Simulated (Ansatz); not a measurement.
```
V
1.0
     3.73865    0.00000    0.00000
     0.00000    3.73865    0.00000
     0.00000    0.00000    3.73865
V
4
Cartesian
  0.0000 0.0000 0.0000
  1.8693 1.8693 0.0000
  1.8693 0.0000 1.8693
  0.0000 1.8693 1.8693
```

Space group Fm-3m; changed on purpose from its base cell (volume × 0.94); computed pressure about 12 GPa in this cell; computed without spin polarisation.

The calculation used Ansatz 0.2.0, DFT PBE, scalar-relativistic, plane waves, PAW.

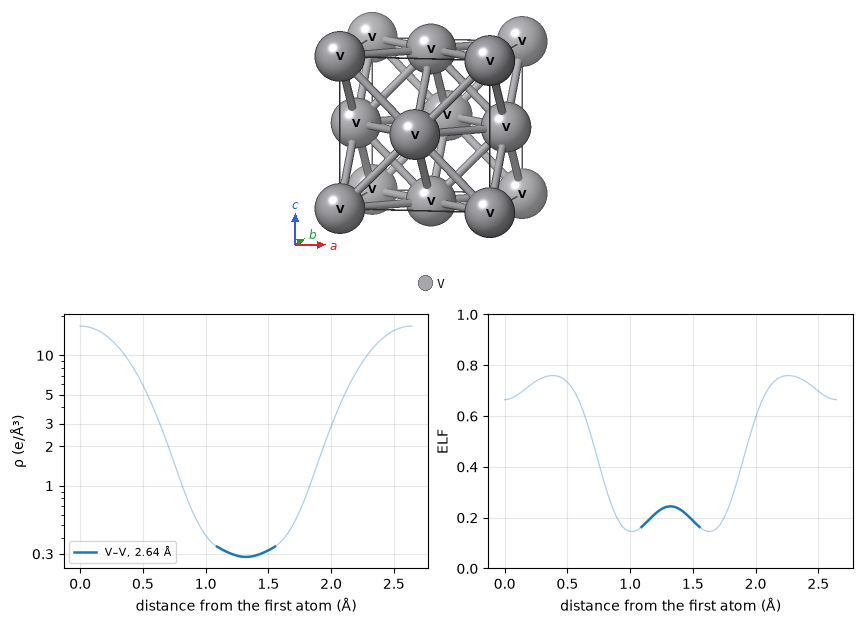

V. Valence charge density (pseudo) and ELF along straight lines between neighbouring atoms. Thin, pale parts lie inside the atomic spheres. The structure is drawn too.

The density is the valence pseudo-density of a PAW calculation; it isn't the true density close to the nuclei.

Q: What can be read from the curves?

A: V–V (2.64 Å): ρ at the midpoint is about 0.28 e/Å³; the ELF is about 0.25 at the midpoint; no localised pair shows between them.
